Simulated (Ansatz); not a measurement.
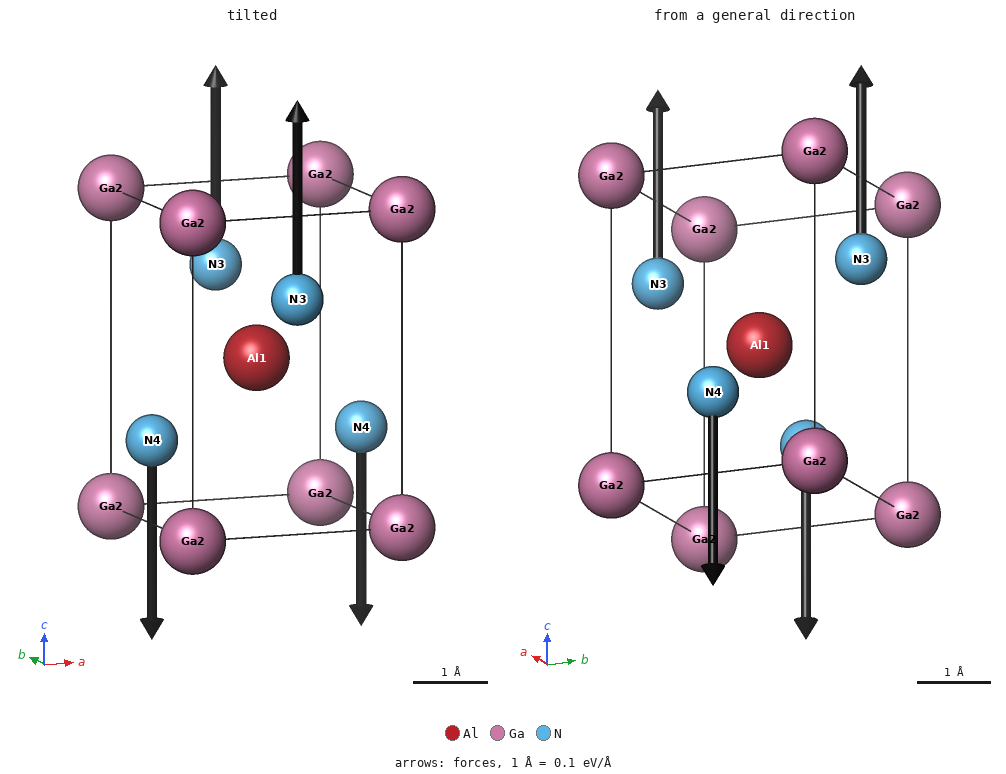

An orthographic spheres-only view of the structure, slightly off an axis and from a general direction. The frame is the simulation cell; atoms at its boundary are shown with their periodic copies. The arrows are the computed forces on the atoms.

System: AlGaN2. Computed with Ansatz, DFT LDA, scalar-relativistic, plane waves, PAW. Settings: a basis cut at 420 eV, an 8×8×6 k-point mesh, Gaussian smearing of 0.05 eV, no spin polarisation.

Question: Are the forces small enough to call this converged?

Answer: No. The atoms still feel forces of up to about 0.24 eV/Å, far above a usual threshold of 0.01 to 0.03 eV/Å.

Question: Which atom has the biggest force on it?

Answer: N3 and N4, about 0.24 eV/Å.

Its origin is a structure listed in the Materials Project. The cell was then strained or its atoms displaced on purpose. Ansatz was used for an electronic-structure calculation on it.
